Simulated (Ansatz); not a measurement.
## Se: an electron-density study

Space group P3_121; not relaxed (largest force 0.4 eV/Å); the calculation finds a residual pressure of about 3 GPa at this fixed cell.

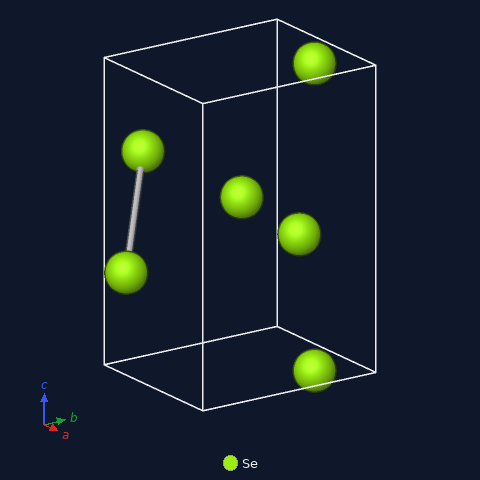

The conventional cell.

The calculation's input:

```
crystal:
  lattice:
    - [4.3662, 0.0, 0.0]
    - [-2.1831, 3.781240118, 0.0]
    - [0.0, 0.0, 4.9536]
  atoms:
    - { symbol: Se, position: [0.2254, 0.0, 0.3333333333] }
    - { symbol: Se, position: [0.0, 0.2254, 0.6666666667] }
    - { symbol: Se, position: [0.7746, 0.7746, 0.0] }
basis:
  ecutwfc: 420
  fft_grid_basis: typed
kpoints:
  mp_grid: { grid: [9, 9, 6] }
hamiltonian:
  xc: pbe
scf:
  occupations: { method: gaussian, width: 0.05 }
output:
  forces: true
  stress: true
  eigenvalues: true
  bader: true
  write_density: true
  volumetric_format: npy
  elf: true
```

Command:

```sh
ansatz run input.yaml --threads 2 --pin off --max-ram 5120MiB --backend cpu --events-out ev --progress --plain --runs-dir out
```

The picture shows the conventional cell (a = 4.37 Å, b = 4.37 Å, c = 4.95 Å, α = 90.00°, β = 90.00°, γ = 120.00°).

The calculation used DFT PBE, scalar-relativistic, plane waves, PAW (Ansatz).

Core electrons are frozen (PAW), so the maps are meaningful between the atoms, not at the nuclei.

### 1. Bonding charge

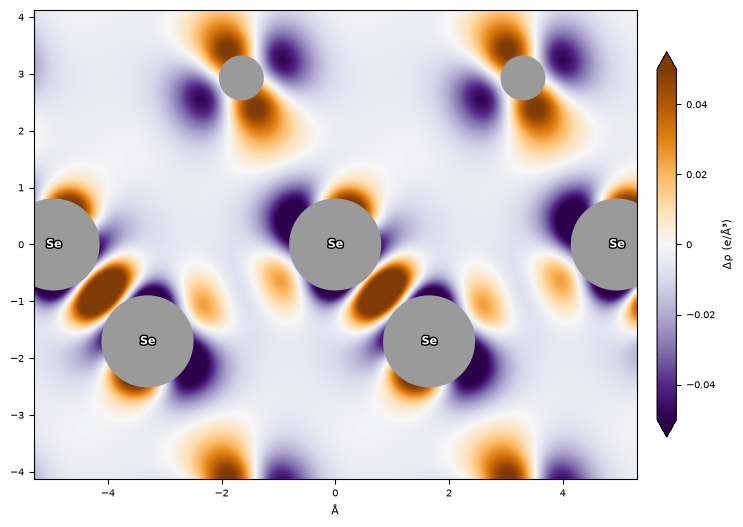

Deformation density (self-consistent density less superposed neutral spherical atoms): a map on the (110) plane of the conventional cell, with grey discs over the atomic cores. Cores are masked to 0.8 Å (Se).

Q: Read the map: where is density gained and where lost?

A: Se–Se (2.37 Å): Δρ is +0.11 e/Å³ at the midpoint, where it peaks: charge gathers in the bond, as in covalent bonding.
- Over the whole cell, outside the masked cores, the largest gain, 0.11 e/Å³, lies 1.2 Å from a selenium nucleus, and the largest loss lies at the edge of the masked core of Se.
- In all about 0.20 e an atom is rearranged against the free atoms.

### 2. One group of states

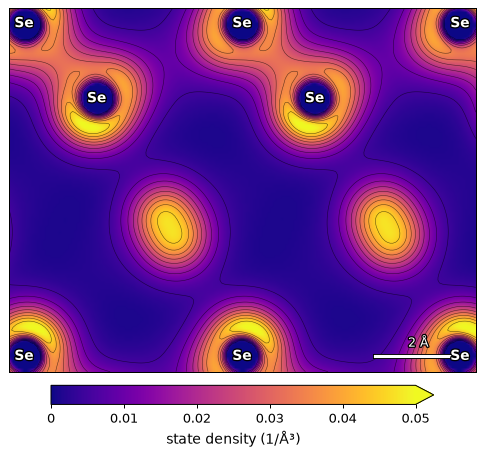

Density of the Kohn–Sham states from −5.9 to 0.0 eV about the valence-band maximum (the whole upper valence band), scaled to one electron a cell: a map on the (110) plane of the conventional cell.

Q: What is the character of these states?

A: Projected on a minimal set of atomic orbitals (Löwdin), they are Se 4p (95 %). The group holds 12 electrons when full, in the cell of the calculation (3 atoms).

### 3. Change of volume

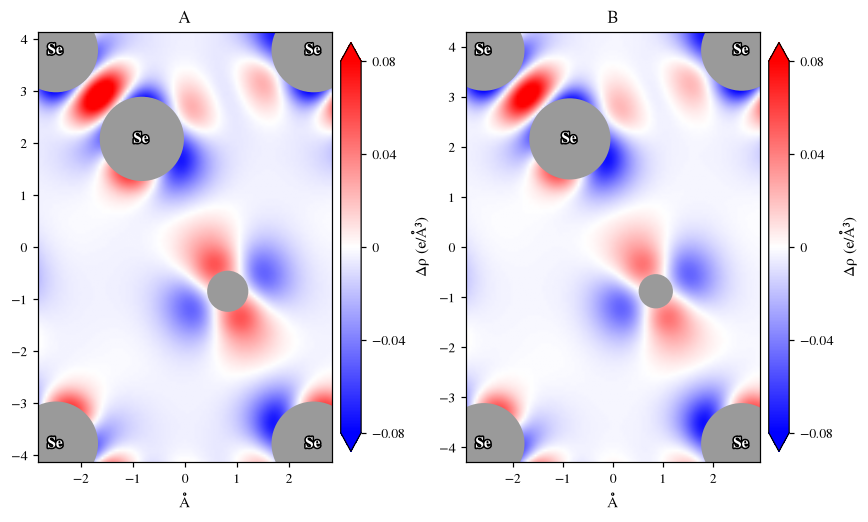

Se: deformation density on the (110) plane of the conventional cell at two volumes, with the same fractional coordinates and one colour scale. Grey discs cover the cores.

Q: Which panel is the larger cell, by how much, and what changes?

A: B is the larger cell: B has 112 % of the volume of A. From A to B, Se–Se goes from 2.37 to 2.46 Å, and Δρ at its midpoint from +0.11 to +0.1 e/Å³. The pressure is 2.8 GPa in A and −2.7 GPa in B. The rearranged charge is 0.20 e an atom in A and 0.21 e in B. The scaled cell isn't relaxed: forces reach 0.6 eV/Å.

### 4. Moving an atom

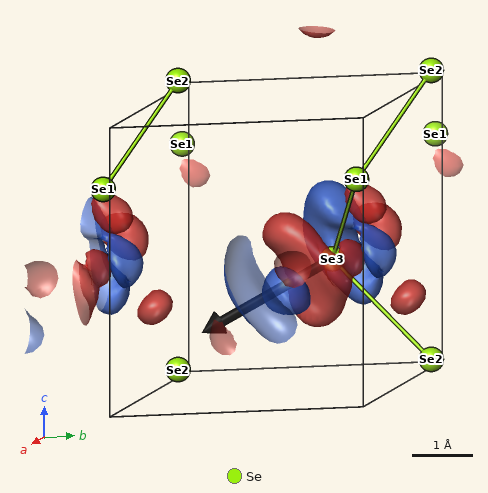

Se3 was moved by 0.05 Å roughly along [0 −2 −1] in the axes of the cell drawn (arrow, not to scale). Change of the density less the rigid motion of the neutral atom's own density: blue surfaces at +0.004 and red ones at −0.004 e/Å³, in the cell of the calculation (origin moved) seen slightly off an axis.

Not relaxed before the move (largest force 0.4 eV/Å).

Q: Describe the electronic response.

A: About 0.04 e is rearranged in the cell. Outside the cores the largest gain lies at the edge of the masked core of Se, and the largest loss lies there too, on other sides.

Q: How much does the computed force on the atom change?

A: The force on it changes by 0.18 eV/Å along the move, against it: a stiffness of about 3.6 eV/Å² for this sublattice shift.

### 5. Putting it together

The two pressures give a mean stiffness −ΔP/Δln V of about 49 GPa over this range, with the atoms held at their fractional positions.

Run times: 19 s (base cell), 9.5 s (state densities), 19 s (scaled cell) and 33 s (moved atom), on 2 threads of Arm Neoverse V2, on a shared host.
